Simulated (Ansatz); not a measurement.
# Run report: C, geometry relaxation (part 1 of 2)

System: C (4 atoms in the cell).
Method: DFT r2SCAN, scalar-relativistic, plane waves, PAW, no spin polarisation (Ansatz 0.2.0).

The structure derives from a Materials Project entry. It belongs to a series of runs on one base structure; here: relaxed under r2SCAN. Figures and captions count atoms from 1; the log counts them from 0 in places.

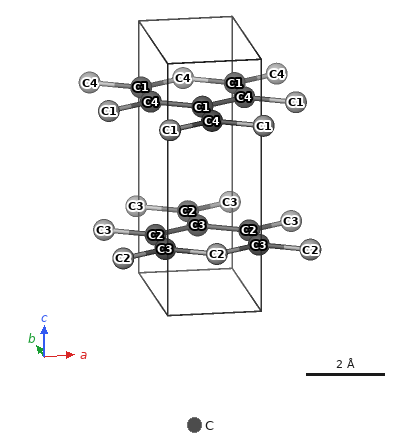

*The starting structure (ball-and-stick view of the cell 2 times as large as that of the calculation, set on its symmetry axes, seen slightly off an axis; neighbours outside the cell are drawn fainter; atoms are numbered from 1 in the order of the input).*

### Key numbers

```json
{"quantity": "outcome", "value": "converged"}
{"quantity": "space group (tolerance 0.01 Å)", "value": "Fmmm (69)"}
{"quantity": "electrons treated", "value": "16"}
{"quantity": "free energy", "value": "−1006.6716 eV"}
{"quantity": "Fermi energy", "value": "6.394 eV"}
{"quantity": "gap on the k-point mesh", "value": "none (metallic)"}
{"quantity": "pressure", "value": "0.00 GPa"}
{"quantity": "final volume", "value": "37.17 Å³"}
{"quantity": "largest force (length of the vector) at the end", "value": "under 0.001 eV/Å"}
{"quantity": "final cell", "value": "a = 2.456 Å, b = 2.456 Å, c = 7.117 Å, α = 90.00°, β = 90.00°, γ = 119.98°"}
{"quantity": "hardware", "value": "1 thread of Intel Xeon @ 2.50GHz (Skylake/Cascade Lake), 192 GiB of memory available, shared host"}
{"quantity": "wall time", "value": "3.6 min"}
{"quantity": "peak memory", "value": "0.61 GiB"}
```

### Notes

Results for this metal are sensitive to the k-point mesh.

### Input file
```yaml
crystal:
  lattice:
    - [1.2228066795, -2.116731865, 0.0]
    - [1.2228066795, 2.116731865, 0.0]
    - [0.0, 0.0, 6.7225117038]
  atoms:
    - { symbol: C, position: [0.0833124673, 0.9166875327, 0.75] }
    - { symbol: C, position: [0.5833124673, 0.4166875327, 0.25] }
    - { symbol: C, position: [0.9166875327, 0.0833124673, 0.25] }
    - { symbol: C, position: [0.4166875327, 0.5833124673, 0.75] }
basis:
  ecutwfc: 500
kpoints:
  mp_grid: { grid: [18, 18, 6] }
hamiltonian:
  xc: r2scan
scf:
  occupations: { method: fermi_dirac, width: 0.15 }
output:
  forces: true
  stress: true
  eigenvalues: true
relax:
  adjacent_minimum: "off"
  f_tol: 0.001
  max_steps: 60
  cell: { stress_tol: 0.01 }
```

Launched with:
```bash
ansatz run input.yaml --threads 1 --pin off --max-ram 3072MiB --backend cpu --events-out ev --progress --plain --runs-dir out
```

### The program's output
```
Engine: ansatz 0.2.0, x86_64-unknown-linux-gnu
Pseudopotentials: kind: paw
Pseudopotential: C, paw, valence charge 4, recommended cutoff 500 eV (meta_gga), C.paw.azcp
Functional definition: r2SCAN
  parameter k0 = 0.174
  parameter k1 = 0.065
  parameter a1 = 4.9479
  exchange = r2scan_x(k0 = k0, k1 = k1, a1 = a1)
  correlation = r2scan_c
Crystal: 4 atoms, lattice volume = 34.800 Å³
Basis set: ecut = 500 eV, 883 PW (Γ), exchange–correlation on 72×72×200 points (64 copies of the dense FFT grid, shifted against one another)
Bands: 12, of which v1, the nominal top of the filled ones, is band 8 counted from 1 (7 counted from 0)
Symmetry: 16 space group operations
Space group: Fmmm (ITA 69), of the structure as read, at distance tolerance 3.3e-5 Å
k-points: 364 of 1944
Non-local potential: C, projectors of the file, l = 0: 2, l = 1: 2, l = 2: 1
PAW form: soft (Blöchl's): semilocal exchange-correlation on the pseudo side does not see the compensation charge
PAW frozen core: C, regenerated for the run's functional (the file was generated under x = pbe(κ = 0.804, μ = 0.2195149727645171), c = pbe(β = 0.06672455060314922))
PAW one-centre angular grid: C, 302 points (default); XC on 239 of its mesh's 2573 points in the sphere
Initial density: superposition of atomic densities (neutral atoms: chi_scale 0, normalization atom), corrected by the library's trained network
Initial wavefunctions: pseudopotential atomic-orbital guess
Functional: x = r2scan, c = r2scan; τ floored in thin density (d = 2e-4 eV/Å³)
SCF iter   1: F=—  HF=-1006.580288 eV  |F-HF|=—  |Δ(HF+E_count)|=         —  Δρ=7.36e-3  dr2=5.61e-3  dr2_τ=8.55e-1  ethr=1.77e-3  ⟨swp⟩=5.6  Hψ=24520  notcnv=0
preconditioner: auto → none  [metal: Δε(μ)=0.104 eV  Ē_g=16.813 eV  σ=0.150 eV  W_gap=0.17  n_scr=4 (ndim 8)  ℏωp=25.2 eV  f_vac=0.007  D(μ)=0.06/eV (n_scr^D=0)  sad-step TF]
SCF iter   2: F=—  HF=-1006.656389 eV  |F-HF|=—  |Δ(HF+E_count)|=   7.61e-2  Δρ=5.34e-3  dr2=3.28e-3  dr2_τ=1.39e-4  ethr=3.51e-5  ⟨swp⟩=2.0  Hψ=11614  notcnv=0
SCF iter   3: F=—  HF=-1006.656372 eV  |F-HF|=—  |Δ(HF+E_count)|=   1.76e-5  Δρ=1.23e-3  dr2=2.67e-4  dr2_τ=1.43e-4  ethr=2.05e-5  ⟨swp⟩=2.3  Hψ=7117  notcnv=0
SCF iter   4: F=—  HF=-1006.656338 eV  |F-HF|=—  |Δ(HF+E_count)|=   3.39e-5  Δρ=6.17e-4  dr2=5.85e-5  dr2_τ=4.16e-6  ethr=1.67e-6  ⟨swp⟩=1.9  Hψ=6654  notcnv=0
SCF iter   5: F=—  HF=-1006.656330 eV  |F-HF|=—  |Δ(HF+E_count)|=   8.06e-6  Δρ=7.53e-5  dr2=6.54e-7  dr2_τ=1.70e-7  ethr=3.66e-7  ⟨swp⟩=2.4  Hψ=7374  notcnv=0
SCF iter   6: F=—  HF=-1006.656330 eV  |F-HF|=—  |Δ(HF+E_count)|=   3.24e-7  Δρ=3.00e-5  dr2=1.14e-7  dr2_τ=9.25e-9  ethr=6.25e-10  ⟨swp⟩=5.8  Hψ=21268  notcnv=0
SCF iter   7: F=-1006.656330 eV  HF=-1006.656330 eV  |F-HF|=4.33e-10  |Δ(HF+E_count)|=   2.79e-8  Δρ=5.11e-6  dr2=3.67e-9  dr2_τ=2.70e-10  ethr=6.25e-10  ⟨swp⟩=4.0  Hψ=14078  notcnv=0
SCF 1 converged in 7 iterations: F = -1006.656330 eV  dr2 = 3.67e-9
  greatest PAW one-centre occupation: 0.690 electrons in one spin orbital (limit 2), on the C atom at site 3 (counted from 0), in its partial waves of l = 0
relax step   1: F+E_penalty+E_count = -1006.65633012 eV  Δ(F+E_penalty+E_count) = +0.000e0 eV  max|allowed force component| = 7.410e-3 eV/Å  Δτ_max = 0.0000 Å  P = +4.352 GPa  Ω = 34.800 Å³  (7 SCF iters, dr2 threshold 1.00e-7 eV, accepted)
Crystal: 4 atoms, lattice volume = 36.287 Å³
Basis set: ecut = 500 eV, 943 PW (Γ), exchange–correlation on 72×72×200 points (64 copies of the dense FFT grid, shifted against one another)
Initial density: handed on by an earlier stage of this run
Initial wavefunctions: those handed on with the density
iter 1 solved again at ethr=1.15e-4 eV; its pass at ethr=3.10e-3 eV (dr2=1.85e-2 eV) is discarded
SCF iter   1: F=—  HF=-1006.637684 eV  |F-HF|=—  |Δ(HF+E_count)|=         —  Δρ=5.92e-3  dr2=1.86e-2  dr2_τ=1.21e-2  ethr=1.15e-4  ⟨swp⟩=1.3  Hψ=34806  notcnv=0
preconditioner: auto → none  [metal: Δε(μ)=0.084 eV  Ē_g=16.580 eV  σ=0.150 eV  W_gap=0.14  n_scr=4 (ndim 8)  ℏωp=24.7 eV  f_vac=0.051  D(μ)=0.06/eV (n_scr^D=0)]
SCF iter   2: F=—  HF=-1006.669446 eV  |F-HF|=—  |Δ(HF+E_count)|=   3.18e-2  Δρ=2.17e-3  dr2=2.04e-3  dr2_τ=9.44e-5  ethr=1.15e-4  ⟨swp⟩=2.9  Hψ=8301  notcnv=0
SCF iter   3: F=—  HF=-1006.669368 eV  |F-HF|=—  |Δ(HF+E_count)|=   7.82e-5  Δρ=4.47e-4  dr2=2.40e-5  dr2_τ=1.49e-6  ethr=1.27e-5  ⟨swp⟩=2.2  Hψ=7114  notcnv=0
SCF iter   4: F=—  HF=-1006.669394 eV  |F-HF|=—  |Δ(HF+E_count)|=   2.67e-5  Δρ=6.07e-5  dr2=9.25e-7  dr2_τ=8.76e-8  ethr=1.50e-7  ⟨swp⟩=2.2  Hψ=7231  notcnv=0
SCF iter   5: F=-1006.669395 eV  HF=-1006.669395 eV  |F-HF|=2.89e-8  |Δ(HF+E_count)|=   8.38e-7  Δρ=7.40e-6  dr2=8.99e-9  dr2_τ=1.49e-9  ethr=2.50e-9  ⟨swp⟩=7.1  Hψ=24661  notcnv=0
SCF 2 converged in 5 iterations: F = -1006.669395 eV  dr2 = 8.99e-9
  greatest PAW one-centre occupation: 0.688 electrons in one spin orbital (limit 2), on the C atom at site 3 (counted from 0), in its partial waves of l = 0
relax step   2: F+E_penalty+E_count = -1006.66939524 eV  Δ(F+E_penalty+E_count) = -1.307e-2 eV  max|allowed force component| = 2.628e-3 eV/Å  Δτ_max = 0.0000 Å  P = +1.375 GPa  Ω = 36.287 Å³  energy of the carried Pulay correction = -5.476e-4 eV  (5 SCF iters, dr2 threshold 4.00e-7 eV, accepted)
Crystal: 4 atoms, lattice volume = 36.906 Å³
Basis set: ecut = 500 eV, 955 PW (Γ), exchange–correlation on 72×72×200 points (64 copies of the dense FFT grid, shifted against one another)
iter 1 solved again at ethr=1.93e-5 eV; its pass at ethr=3.10e-3 eV (dr2=3.09e-3 eV) is discarded
SCF iter   1: F=—  HF=-1006.665805 eV  |F-HF|=—  |Δ(HF+E_count)|=         —  Δρ=2.44e-3  dr2=3.19e-3  dr2_τ=1.99e-3  ethr=1.93e-5  ⟨swp⟩=1.7  Hψ=34173  notcnv=0
preconditioner: auto → none  [metal: Δε(μ)=0.079 eV  Ē_g=16.576 eV  σ=0.150 eV  W_gap=0.13  n_scr=4 (ndim 8)  ℏωp=24.4 eV  f_vac=0.048  D(μ)=0.06/eV (n_scr^D=0)]
SCF iter   2: F=—  HF=-1006.670792 eV  |F-HF|=—  |Δ(HF+E_count)|=   4.99e-3  Δρ=8.51e-4  dr2=3.17e-4  dr2_τ=1.63e-5  ethr=1.93e-5  ⟨swp⟩=2.5  Hψ=7694  notcnv=0
SCF iter   3: F=—  HF=-1006.670784 eV  |F-HF|=—  |Δ(HF+E_count)|=   7.86e-6  Δρ=1.80e-4  dr2=3.83e-6  dr2_τ=2.58e-7  ethr=1.98e-6  ⟨swp⟩=2.3  Hψ=7252  notcnv=0
SCF iter   4: F=-1006.670789 eV  HF=-1006.670789 eV  |F-HF|=1.26e-7  |Δ(HF+E_count)|=   4.55e-6  Δρ=2.05e-5  dr2=6.92e-8  dr2_τ=1.12e-8  ethr=2.50e-9  ⟨swp⟩=7.4  Hψ=25543  notcnv=0
SCF 3 converged in 4 iterations: F = -1006.670789 eV  dr2 = 6.92e-8
  greatest PAW one-centre occupation: 0.687 electrons in one spin orbital (limit 2), on the C atom at site 3 (counted from 0), in its partial waves of l = 0
relax step   3: F+E_penalty+E_count = -1006.67078889 eV  Δ(F+E_penalty+E_count) = -1.394e-3 eV  max|allowed force component| = 4.710e-4 eV/Å  Δτ_max = 0.0000 Å  P = +0.066 GPa  Ω = 36.906 Å³  energy of the carried Pulay correction = -7.691e-4 eV  (4 SCF iters, dr2 threshold 4.00e-7 eV, accepted)
Crystal: 4 atoms, lattice volume = 37.070 Å³
iter 1 solved again at ethr=1.47e-6 eV; its pass at ethr=3.10e-3 eV (dr2=2.34e-4 eV) is discarded
SCF iter   1: F=—  HF=-1006.670355 eV  |F-HF|=—  |Δ(HF+E_count)|=         —  Δρ=5.73e-4  dr2=1.72e-4  dr2_τ=1.23e-4  ethr=1.47e-6  ⟨swp⟩=2.2  Hψ=33610  notcnv=0
preconditioner: auto → none  [metal: Δε(μ)=0.076 eV  Ē_g=16.599 eV  σ=0.150 eV  W_gap=0.12  n_scr=4 (ndim 8)  ℏωp=24.4 eV  f_vac=0.045  D(μ)=0.06/eV (n_scr^D=0)]
SCF iter   2: F=—  HF=-1006.670804 eV  |F-HF|=—  |Δ(HF+E_count)|=   4.49e-4  Δρ=2.26e-4  dr2=1.84e-5  dr2_τ=1.02e-6  ethr=1.07e-6  ⟨swp⟩=2.1  Hψ=6788  notcnv=0
SCF iter   3: F=—  HF=-1006.670809 eV  |F-HF|=—  |Δ(HF+E_count)|=   4.58e-6  Δρ=5.46e-5  dr2=3.44e-7  dr2_τ=2.22e-8  ethr=1.15e-7  ⟨swp⟩=2.3  Hψ=7270  notcnv=0
SCF iter   4: F=-1006.670809 eV  HF=-1006.670809 eV  |F-HF|=1.07e-8  |Δ(HF+E_count)|=   4.18e-7  Δρ=4.78e-6  dr2=3.12e-9  dr2_τ=7.26e-10  ethr=2.59e-10  ⟨swp⟩=6.5  Hψ=23884  notcnv=0
SCF 4 converged in 4 iterations: F = -1006.670809 eV  dr2 = 3.12e-9
relax step   4: F+E_penalty+E_count = -1006.67080911 eV  Δ(F+E_penalty+E_count) = -2.022e-5 eV  max|allowed force component| = 6.686e-5 eV/Å  Δτ_max = 0.0000 Å  P = -0.029 GPa  Ω = 37.070 Å³  energy of the carried Pulay correction = -8.270e-4 eV  (4 SCF iters, dr2 threshold 4.14e-8 eV, accepted)
Crystal: 4 atoms, lattice volume = 37.101 Å³
iter 1 solved again at ethr=4.43e-8 eV; its pass at ethr=3.10e-3 eV (dr2=7.08e-6 eV) is discarded
SCF iter   1: F=—  HF=-1006.670780 eV  |F-HF|=—  |Δ(HF+E_count)|=         —  Δρ=1.03e-4  dr2=4.81e-6  dr2_τ=4.50e-6  ethr=4.43e-8  ⟨swp⟩=2.5  Hψ=34081  notcnv=0
preconditioner: auto → none  [metal: Δε(μ)=0.075 eV  Ē_g=16.608 eV  σ=0.150 eV  W_gap=0.12  n_scr=4 (ndim 8)  ℏωp=24.4 eV  f_vac=0.042  D(μ)=0.06/eV (n_scr^D=0)]
SCF iter   2: F=—  HF=-1006.670802 eV  |F-HF|=—  |Δ(HF+E_count)|=   2.14e-5  Δρ=4.75e-5  dr2=6.15e-7  dr2_τ=3.58e-8  ethr=3.01e-8  ⟨swp⟩=2.0  Hψ=7068  notcnv=0
SCF iter   3: F=—  HF=-1006.670802 eV  |F-HF|=—  |Δ(HF+E_count)|=   2.56e-7  Δρ=1.10e-5  dr2=1.38e-8  dr2_τ=9.61e-10  ethr=3.84e-9  ⟨swp⟩=2.6  Hψ=7393  notcnv=0
SCF iter   4: F=-1006.670802 eV  HF=-1006.670802 eV  |F-HF|=3.82e-10  |Δ(HF+E_count)|=   1.74e-8  Δρ=8.55e-7  dr2=8.01e-11  dr2_τ=2.28e-11  ethr=4.97e-11  ⟨swp⟩=4.8  Hψ=15470  notcnv=0
SCF 5 converged in 4 iterations: F = -1006.670802 eV  dr2 = 8.01e-11
relax step   5: F+E_penalty+E_count = -1006.67080218 eV  Δ(F+E_penalty+E_count) = +6.936e-6 eV  max|allowed force component| = 2.632e-5 eV/Å  Δτ_max = 0.0000 Å  P = +0.002 GPa  Ω = 37.101 Å³  energy of the carried Pulay correction = -8.381e-4 eV  (4 SCF iters, dr2 threshold 7.96e-9 eV, accepted)
Basis set: ecut = 500 eV, 955 PW (Γ), exchange–correlation on 72×72×216 points (64 copies of the dense FFT grid, shifted against one another)
Initial wavefunctions: pseudopotential atomic-orbital guess (no wavefunctions were taken with the density)
iter 1 solved again at ethr=1.43e-7 eV; its pass at ethr=3.10e-3 eV (dr2=2.29e-5 eV) is discarded
SCF iter   1: F=—  HF=-1006.671575 eV  |F-HF|=—  |Δ(HF+E_count)|=         —  Δρ=8.52e-5  dr2=2.00e-7  dr2_τ=7.49e-7  ethr=1.43e-7  ⟨swp⟩=4.2  Hψ=38155  notcnv=0
preconditioner: auto → none  [metal: Δε(μ)=0.075 eV  Ē_g=16.610 eV  σ=0.150 eV  W_gap=0.12  n_scr=4 (ndim 8)  ℏωp=24.4 eV  f_vac=0.042  D(μ)=0.06/eV (n_scr^D=0)]
SCF iter   2: F=—  HF=-1006.671577 eV  |F-HF|=—  |Δ(HF+E_count)|=   2.05e-6  Δρ=4.36e-5  dr2=5.27e-8  dr2_τ=1.03e-7  ethr=1.25e-9  ⟨swp⟩=2.2  Hψ=7258  notcnv=0
SCF iter   3: F=—  HF=-1006.671577 eV  |F-HF|=—  |Δ(HF+E_count)|=   7.19e-7  Δρ=1.32e-6  dr2=2.20e-10  dr2_τ=6.19e-11  ethr=3.29e-10  ⟨swp⟩=2.0  Hψ=7339  notcnv=0
SCF iter   4: F=—  HF=-1006.671577 eV  |F-HF|=—  |Δ(HF+E_count)|=  4.88e-10  Δρ=3.77e-7  dr2=1.20e-11  dr2_τ=1.55e-12  ethr=1.37e-12  ⟨swp⟩=2.0  Hψ=7271  notcnv=0
SCF iter   5: F=-1006.671577 eV  HF=-1006.671577 eV  |F-HF|=1.14e-13  |Δ(HF+E_count)|=  2.41e-11  Δρ=1.98e-8  dr2=5.88e-14  dr2_τ=2.74e-14  ethr=1.00e-12  ⟨swp⟩=6.1  Hψ=19104  notcnv=0
SCF 6 converged in 5 iterations: F = -1006.671577 eV  dr2 = 5.88e-14
relax step   6: F+E_penalty+E_count = -1006.67157746 eV  Δ(F+E_penalty+E_count) = -7.753e-4 eV  max|allowed force component| = 8.224e-6 eV/Å  Δτ_max = 0.0000 Å  P = +0.019 GPa  Ω = 37.101 Å³  stress off target by 3.96e-2 GPa  SCF on the basis re-selected at this cell (its energy is not comparable with the rows above)  (5 SCF iters)
basis re-selected at this cell: Δ(F+E_penalty+E_count) = -7.753e-4 eV, ΔP = +0.017 GPa vs the last step (what re-selecting the basis moved, of the pressure what is left beyond the Pulay correction that the steps carried, after the strain that the cell walked since its last selection, with what the two solves' SCF thresholds leave and, on support functions, any second-order correction that the steps lacked; it is no measure of the basis error at this ecutwfc). The dense FFT grid was sized anew with the basis: this SCF ran on 18×18×54 points, the steps before it on 18×18×50, so part of this shift can come from that change (see relax.cell in the input reference). This SCF's stress stands 3.96e-2 GPa from its target on what of the cell is left free (relax.cell.stress_tol is 1.00e-2 GPa) and its largest allowed force component is 8.22e-6 eV/Å (relax.f_tol is 1.00e-3 eV/Å): not within both, so this SCF does not close the relaxation
Crystal: 4 atoms, lattice volume = 37.164 Å³
iter 1 solved again at ethr=2.00e-7 eV; its pass at ethr=3.10e-3 eV (dr2=3.20e-5 eV) is discarded
```
